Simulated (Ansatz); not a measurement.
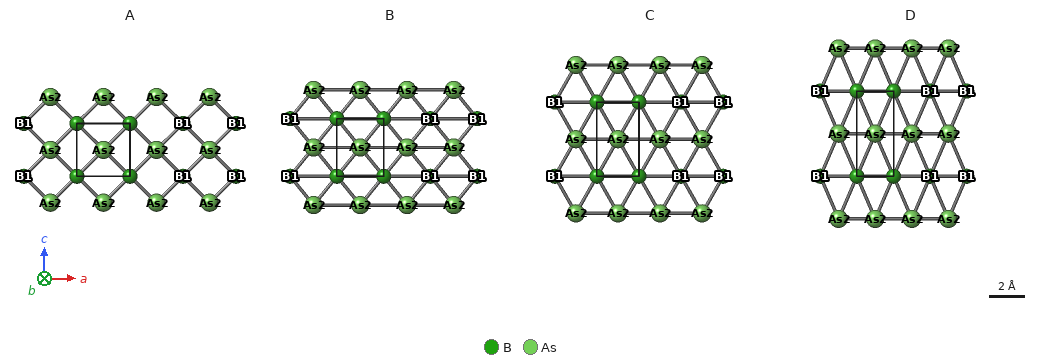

4 geometries from one relaxation of a crystal of BAs (a generated structure, set up in Pmmm), in shuffled order. The picture is a ball-and-stick view of the cell of the calculation, repeated 2 × 1 × 1 with one cell outlined, seen along the b axis.

The run lets cell and atoms move.

These are results of Kohn-Sham DFT of a periodic cell, HSE06, Ansatz PAW in Ansatz 0.2.0, not measurements. Set-up: plane-wave cutoff 420 eV; k-point mesh 6 × 4 × 3; occupations fermi-dirac; smearing width 0.05 eV; no spin polarisation; cell and atoms relaxed; force threshold 0.01 eV/Å; at most 40 steps.

### Order the frames from highest to lowest energy.

D, C, B, A. They are steps 0, 4, 8, 30, at +1222 meV per atom, +567 meV per atom, +238 meV per atom relative to the last. The atoms keep their places relative to the cell (all moves are under 0.005 Å). The volume changes by −25.1 %, with a 2.128 → 3.083 Å (+44.9 %), b 3.174 → 2.647 Å (−16.6 %), c 4.951 → 3.069 Å (−38.0 %). Near-neighbour distances that change, for instance: As2–As2 4.951 → 3.069 Å, B1–B1 2.128 → 3.083 Å, As2–As2 (another image) 2.128 → 3.083 Å, As2–As2 (another image) 3.174 → 2.647 Å. The space group stays Pmmm (No. 47). The energy falls by 1222 meV per atom in 25 accepted moves (30 points after the start). All forces vanish by symmetry, so only the cell relaxes. The pressure goes from 6.26 to 0.01 GPa. The line search rejected the trial steps at points 22, 23 of the run. The SCF was repeated 3 times at an unchanged geometry on a basis and grid sized afresh for the cell, which shifted the energy by 35.9 meV per atom at most.

Limits of the set-up: the k-point mesh is coarse for a cell with partly filled bands.
